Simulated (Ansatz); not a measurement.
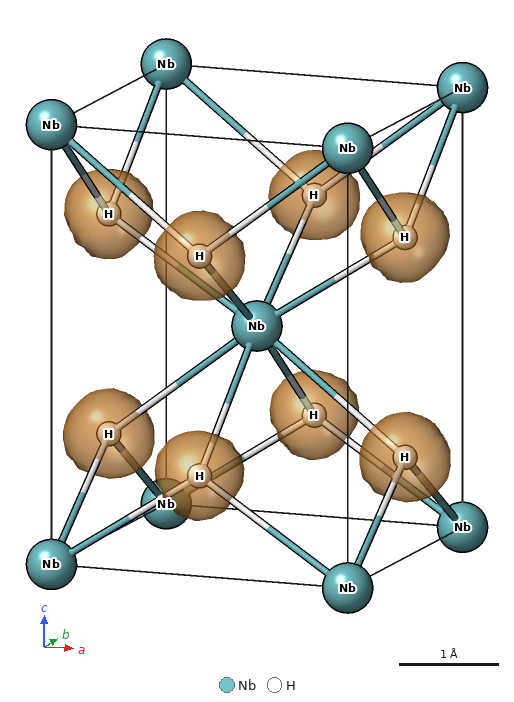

*NbH₂. Isosurface of the ELF at 0.9 (orange), seen slightly off an axis. Only the valence region is drawn (cores and ρ < 0.01 e/Å³ removed). Sticks mark near contacts.*

Space group I4mm; changed on purpose from its base cell (all H atoms moved -0.100 Å, as atom 2 towards its neighbour atom 3 (H) at 2.281 A); not relaxed (largest force 0.8 eV/Å); computed without spin polarisation.

The calculation used Ansatz, DFT r2SCAN, scalar-relativistic, plane waves, PAW.

In a PAW calculation such maps are meaningful between the atoms, not at the nuclei.

Where are the electrons localised?

The ELF exceeds this value in four regions around hydrogen nuclei, counted in one cell of 6 atoms. Regions shared between cells count once. Along the contacts the grid gives the following. Nb–H (1.92 Å): the ELF climbs to about 1 towards the hydrogen. Nb–H (2.04 Å): the ELF climbs to about 1 towards the hydrogen.
